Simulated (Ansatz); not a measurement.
Zr₃O: single-point calculation

System: Zr₃O (P6₃/mmc, 8 atoms in the cell).
Method: DFT r2SCAN, scalar-relativistic, plane waves, PAW, no spin polarisation (Ansatz 0.2.0).

The structure was made by swapping elements on the sites of another compound; it need not be a known phase. It belongs to a series of runs on one base structure; here: Ni3Sn (D0_19) type (P6_3/mmc, No. 194). Figures and captions count atoms from 1; the log counts them from 0 in places.

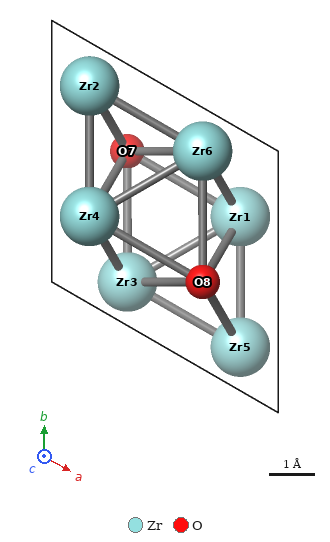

*The structure as given in the input (ball-and-stick view of the cell of the calculation, along the c axis; atoms are numbered from 1 in the order of the input). An atom can appear more than once, as a periodic image.*

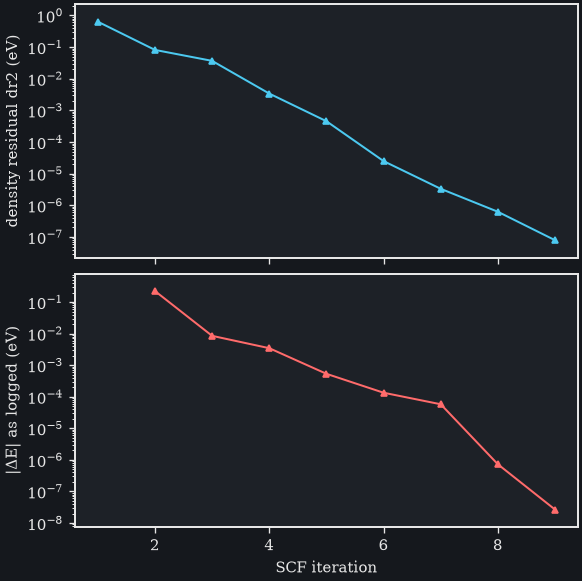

*Convergence of the self-consistent field: density residual dr2 and size of the energy change against the SCF iteration.*

The residual falls at every step.

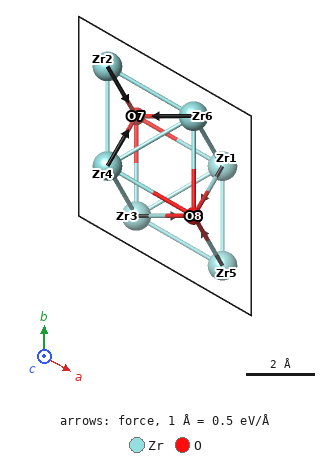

*Forces on the atoms as black arrows (ball-and-stick view of the cell of the calculation, along the c axis; atoms are numbered from 1 in the order of the input).*

The largest act on all 6 Zr atoms (0.63 eV/Å). The geometry is not a stationary point of this energy.

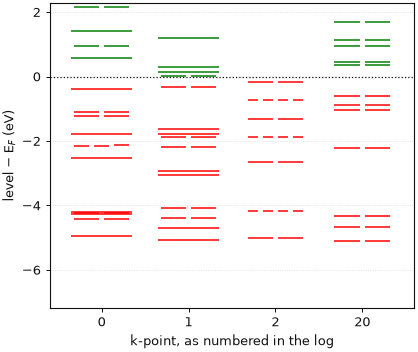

*Kohn–Sham levels near the Fermi level (dotted) at the few k-points that the log prints; levels within 0.02 eV of each other stand side by side.*

The system is metallic on the full mesh.

The input and output of the run follow.

### Input file
```yaml
crystal:
  lattice:
    - [5.9307286752, 0.0, 0.0]
    - [-2.9653643376, 5.1361616957, 0.0]
    - [0.0, 0.0, 4.7603248277]
  atoms:
    - { symbol: Zr, position: [0.833, 0.666, 0.25] }
    - { symbol: Zr, position: [0.167, 0.833, 0.75] }
    - { symbol: Zr, position: [0.334, 0.167, 0.25] }
    - { symbol: Zr, position: [0.167, 0.334, 0.75] }
    - { symbol: Zr, position: [0.833, 0.167, 0.25] }
    - { symbol: Zr, position: [0.666, 0.833, 0.75] }
    - { symbol: O, position: [0.3333333333, 0.6666666667, 0.25] }
    - { symbol: O, position: [0.6666666667, 0.3333333333, 0.75] }
basis:
  ecutwfc: 500
kpoints:
  mp_grid: { grid: [6, 6, 4] }
hamiltonian:
  xc: r2scan
scf:
  occupations: { method: gaussian, width: 0.1 }
  lower_state_search: "off"
output:
  forces: true
  stress: true
  eigenvalues: true
```

Run as:
```bash
ansatz run input.yaml --threads 1 --pin off --max-ram 3072MiB --backend cpu --events-out ev --progress --plain --runs-dir out
```

### The program's output
```
Engine: ansatz 0.2.0, aarch64-unknown-linux-gnu
Pseudopotentials: kind: paw
Pseudopotential: Zr, paw, valence charge 12, recommended cutoff 500 eV (meta_gga), Zr.paw.azcp
Pseudopotential: O, paw, valence charge 6, recommended cutoff 500 eV (meta_gga), O.paw.azcp
Functional definition: r2SCAN
  parameter k0 = 0.174
  parameter k1 = 0.065
  parameter a1 = 4.9479
  exchange = r2scan_x(k0 = k0, k1 = k1, a1 = a1)
  correlation = r2scan_c
Crystal: 8 atoms, lattice volume = 145.005 Å³
Basis set: ecut = 500 eV, 3689 PW (Γ), exchange–correlation on 180×180×144 points (64 copies of the dense FFT grid, shifted against one another)
Bands: 51, of which v1, the nominal top of the filled ones, is band 42 counted from 1 (41 counted from 0)
Symmetry: 24 space group operations
Space group: P63/mmc (ITA 194), of the structure as read, at distance tolerance 5.3e-5 Å
k-points: 21 of 144
Non-local potential: Zr, projectors of the file, l = 0: 3, l = 1: 2, l = 2: 2, l = 3: 2
Non-local potential: O, projectors of the file, l = 0: 2, l = 1: 2, l = 2: 1
PAW form: soft (Blöchl's): semilocal exchange-correlation on the pseudo side does not see the compensation charge
PAW frozen core: Zr, regenerated for the run's functional (the file was generated under x = pbe(κ = 0.804, μ = 0.2195149727645171), c = pbe(β = 0.06672455060314922))
PAW frozen core: O, regenerated for the run's functional (the file was generated under x = pbe(κ = 0.804, μ = 0.2195149727645171), c = pbe(β = 0.06672455060314922))
PAW one-centre angular grid: Zr, 590 points (default); XC on 160 Gauss nodes
PAW one-centre angular grid: O, 302 points (default); XC on 160 Gauss nodes
Initial density: superposition of atomic densities (neutral atoms: chi_scale 0, normalization atom), corrected by the library's trained network
Initial wavefunctions: pseudopotential atomic-orbital guess
Functional: x = r2scan, c = r2scan; τ floored in thin density (d = 2e-4 eV/Å³)
SCF iter   1: F=-26299.993997 eV  HF=-26300.200203 eV  |F-HF|=2.06e-1  |Δ(HF+E_count)|=         —  Δρ=1.64e-2  dr2=6.35e-1  dr2_τ=1.31e-1  ethr=1.77e-3  ⟨swp⟩=5.9  Hψ=4214  notcnv=0
preconditioner: auto → Kerker (q_TF=auto, 2.491 Å⁻¹)  [metal: Δε(μ)=0.005 eV  Ē_g=3.927 eV  σ=0.100 eV  W_gap=0.03  n_scr=32 (ndim 8)  ℏωp=17.4 eV  f_vac=0.000  D(μ)=12.71/eV (n_scr^D=150)]
SCF iter   2: F=-26300.413207 eV  HF=-26300.423437 eV  |F-HF|=1.02e-2  |Δ(HF+E_count)|=   2.23e-1  Δρ=9.73e-3  dr2=8.14e-2  dr2_τ=2.50e-2  ethr=7.56e-4  ⟨swp⟩=2.0  Hψ=1861  notcnv=0  defer=29
SCF iter   3: F=-26300.422031 eV  HF=-26300.431929 eV  |F-HF|=9.90e-3  |Δ(HF+E_count)|=   8.49e-3  Δρ=4.67e-3  dr2=3.67e-2  dr2_τ=1.35e-3  ethr=9.69e-5  ⟨swp⟩=2.0  Hψ=1457  notcnv=0  defer=29
SCF iter   4: F=-26300.434024 eV  HF=-26300.435382 eV  |F-HF|=1.36e-3  |Δ(HF+E_count)|=   3.45e-3  Δρ=1.60e-3  dr2=3.40e-3  dr2_τ=3.75e-4  ethr=4.37e-5  ⟨swp⟩=2.0  Hψ=1471  notcnv=0  defer=29
SCF iter   5: F=-26300.435842 eV  HF=-26300.435915 eV  |F-HF|=7.30e-5  |Δ(HF+E_count)|=   5.33e-4  Δρ=5.13e-4  dr2=4.55e-4  dr2_τ=3.02e-5  ethr=4.04e-6  ⟨swp⟩=2.0  Hψ=1487  notcnv=0  defer=29
SCF iter   6: F=-26300.436055 eV  HF=-26300.436048 eV  |F-HF|=7.18e-6  |Δ(HF+E_count)|=   1.34e-4  Δρ=1.08e-4  dr2=2.50e-5  dr2_τ=5.31e-7  ethr=5.41e-7  ⟨swp⟩=2.0  Hψ=1511  notcnv=0  defer=29
SCF iter   7: F=-26300.435990 eV  HF=-26300.435990 eV  |F-HF|=4.84e-7  |Δ(HF+E_count)|=   5.78e-5  Δρ=4.23e-5  dr2=3.33e-6  dr2_τ=1.22e-7  ethr=2.98e-8  ⟨swp⟩=2.7  Hψ=1925  notcnv=0  defer=29
SCF iter   8: F=-26300.435991 eV  HF=-26300.435991 eV  |F-HF|=2.93e-7  |Δ(HF+E_count)|=   7.25e-7  Δρ=1.81e-5  dr2=6.27e-7  dr2_τ=2.55e-8  ethr=3.97e-9  ⟨swp⟩=2.0  Hψ=1382  notcnv=0  defer=29
SCF iter   9: F=-26300.435991 eV  HF=-26300.435991 eV  |F-HF|=4.38e-8  |Δ(HF+E_count)|=   2.67e-8  Δρ=6.48e-6  dr2=7.92e-8  dr2_τ=3.37e-9  ethr=1.19e-10  ⟨swp⟩=9.1  Hψ=4347  notcnv=0
SCF 1 converged in 9 iterations: F = -26300.435991 eV  dr2 = 7.92e-8
  greatest PAW one-centre occupation: 0.990 electrons in one spin orbital (limit 2), on the Zr atom at site 5 (counted from 0), in its partial waves of l = 0
SCF converged after 9 iterations
Free energy (F): -26300.435991 eV
Harris-Foulkes:  -26300.435991 eV  (|F-HF|=4.38e-8)
Internal energy: -26300.378619 eV  (E = F + TS)
E sigma→0 (E₀):  -26300.407305 eV
Entropy (-TS):   -0.057373 eV (-7.172 meV/atom)
Fermi energy:    14.431949 eV
--- Per-component energies (eV) ---
  E_band       = -538.691937
  E_kinetic    = 2351.478235
  E_local      = -4117.935955  (includes V_loc(G=0)·N_el)
  E_nonlocal   = 587.373263
  E_hartree    = 1294.988465
  E_xc         = -1078.966917
  E_vxc        = -1478.175367  (∫ρ·V_xc dr)
  E_paw        = -18147.140263  (= ΣΔE_a)
  E_vpaw       = -561.671664  (= ΣTr[D̂ρ^β])
  E_aug_tail   = 0.002002  (compensation charges beyond the density's cutoff)
  E_vtau       = 90.269345  (kinetic-family band-sum trace: ∫τ·v_τ [+ j·A + Jᵃ·Aᵃ] dr)
  E_ewald      = -7189.125117
  E_core_change = -1.052332  (= ΣΔE_core)
  E_smearing   = -0.057373  (= −TS)
  E_closure    = 0.000000  (closes the sum)
  Σ components = -26300.435991   (vs F -26300.435991, Δ=0.00e0)
--- Forces (eV/Å), atoms counted from 1 ---
  atom   1  Zr     0.00000000    -0.63354075    -0.00000000
  atom   2  Zr     0.54866238    -0.31677037     0.00000000
  atom   3  Zr     0.54866238     0.31677037     0.00000000
  atom   4  Zr    -0.00000000     0.63354075     0.00000000
  atom   5  Zr    -0.54866238     0.31677037    -0.00000000
  atom   6  Zr    -0.54866238    -0.31677037    -0.00000000
  atom   7  O      0.00000000    -0.00000000    -0.00000000
  atom   8  O     -0.00000000     0.00000000     0.00000000
  max |Σ_I F_I| component: 3.28e-16 eV/Å
--- Stress (GPa, compression-positive) ---
       -3.448376       0.000000       0.000000
        0.000000      -3.448376      -0.000000
        0.000000      -0.000000       4.135014
  P = ⅓ Tr σ = -0.9206 GPa (-9.206 kbar)
--- Band table (eV; the first three rows and the last of 21) ---
  k-point 0: bands = ["-35.9277", "-35.6651", "-35.6651", "-35.6433", "-35.5276", "-35.5276", "-14.1157", "-13.9768", "-13.7264", "-13.5989", "-13.5989", "-13.4743", "-13.4743", "-13.4212", "-13.4212", "-13.0741", "-12.7309", "-12.7309", "-12.5784", "-12.5191", "-12.5026", "-12.5026", "-12.4967", "-12.4967", "-4.7798", "-4.7217", "9.4899", "10.0107", "10.0107", "10.1619", "10.2012", "10.2012", "10.2280", "11.8947", "12.2835", "12.2835", "12.3034", "12.6512", "13.2087", "13.2087", "13.3399", "13.3399", "14.0441", "15.0104", "15.3742", "15.3742", "15.8355", "16.5762", "16.5762", "17.7869", "17.8429"]
  k-point 1: bands = ["-35.8869", "-35.6859", "-35.6450", "-35.6450", "-35.5478", "-35.5478", "-14.0920", "-13.9986", "-13.7999", "-13.7999", "-13.6256", "-13.6256", "-13.5590", "-13.0841", "-13.0841", "-13.0044", "-12.7141", "-12.6954", "-12.6954", "-12.6540", "-12.5096", "-12.5096", "-12.4912", "-12.4912", "-4.7540", "-4.7230", "9.3500", "9.7272", "10.0483", "10.0483", "10.3472", "10.3472", "11.3876", "11.5081", "12.2329", "12.2329", "12.5720", "12.5720", "12.6585", "12.8132", "14.1033", "14.1033", "14.4429", "14.4429", "14.5827", "14.7194", "15.6247", "17.2501", "17.2501", "17.5763", "17.5763"]
  k-point 2: bands = ["-35.7873", "-35.7873", "-35.5964", "-35.5964", "-35.5964", "-35.5964", "-14.0418", "-14.0418", "-13.8183", "-13.8183", "-13.8183", "-13.8183", "-13.1526", "-13.1526", "-12.8322", "-12.8322", "-12.7616", "-12.7616", "-12.7616", "-12.7616", "-12.5137", "-12.5137", "-12.5137", "-12.5137", "-4.7268", "-4.7268", "9.4351", "9.4351", "10.2476", "10.2476", "10.2476", "10.2476", "11.7747", "11.7747", "12.5525", "12.5525", "12.5525", "12.5525", "13.1179", "13.1179", "13.7041", "13.7041", "13.7041", "13.7041", "14.2502", "14.2502", "17.3530", "17.3530", "17.3984", "17.3984", "17.3984"]
  k-point 20: bands = ["-35.6956", "-35.6956", "-35.6901", "-35.6901", "-35.5967", "-35.5967", "-13.7685", "-13.7685", "-13.6801", "-13.6801", "-13.6060", "-13.6060", "-13.1879", "-13.1879", "-13.1409", "-13.1409", "-12.8641", "-12.8641", "-12.8363", "-12.8363", "-12.6316", "-12.6316", "-12.5906", "-12.5906", "-4.6826", "-4.6826", "9.3188", "9.3188", "9.7615", "9.7615", "10.1034", "10.1034", "12.2081", "12.2081", "13.3960", "13.3960", "13.5413", "13.5413", "13.8207", "13.8207", "14.7932", "14.7932", "14.8908", "14.8908", "15.3790", "15.3790", "15.5599", "15.5599", "16.1384", "16.1384", "16.7675"]
```

### Summary

```csv
quantity,value
outcome,converged
space group (tolerance 0.01 Å),P6₃/mmc (194)
electrons treated,84
free energy,−26300.4360 eV
Fermi energy,14.432 eV
gap on the k-point mesh,none (metallic)
pressure,−0.92 GPa
largest force (length of the vector),0.634 eV/Å
hardware,"1 thread of Arm Neoverse V1, 24 GiB of memory available, shared host"
wall time,26 s
peak memory,0.77 GiB
```
